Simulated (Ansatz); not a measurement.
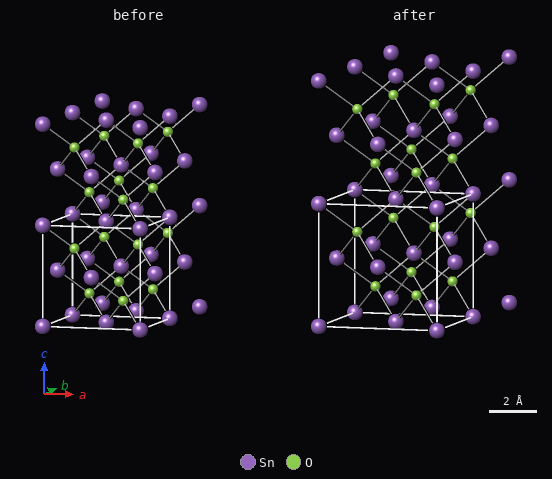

The structure of crystalline SnO (built on the zincblende type) before (left) and after (right) a relaxation, at one scale.

A ball-and-stick model of the conventional cell (4 times the calculation's cell), repeated 1 × 2 × 2 with one cell outlined, seen slightly off an axis. Lengths and directions refer to the drawn axes.

Computed with DFT, PBEsol, plane waves, PAW (Ansatz 0.2.0). Settings: plane-wave cutoff 420 eV; k-point mesh 8 × 8 × 8; occupations fermi dirac; smearing width 0.03 eV; no spin polarisation; cell and atoms relaxed; force threshold 0.01 eV/Å; at most 120 steps.

Summarise the run.

Answer. Over 10 accepted moves (13 points after the start) the energy falls by 2054 meV per atom. All forces vanish by symmetry, so only the cell relaxes. Pressure: 131.53 GPa at the start and 0.00 GPa at the end. At 3 points the geometry stayed and the basis and grid were re-selected for the new cell (energy shift of 179 meV per atom at most each time). No atom moves by more than 0.005 Å relative to the cell. The volume changes by +79.0 %, with a = b = c 4.427 → 5.375 Å (+21.4 %). Among the contacts that change: O–Sn 1.917 → 2.327 Å. The space group stays F-43m (No. 216). Cost: 7 s on 2 threads of AMD EPYC 7R13 Processor (Zen 3), with other jobs on the host, peak memory 0.53 GiB.
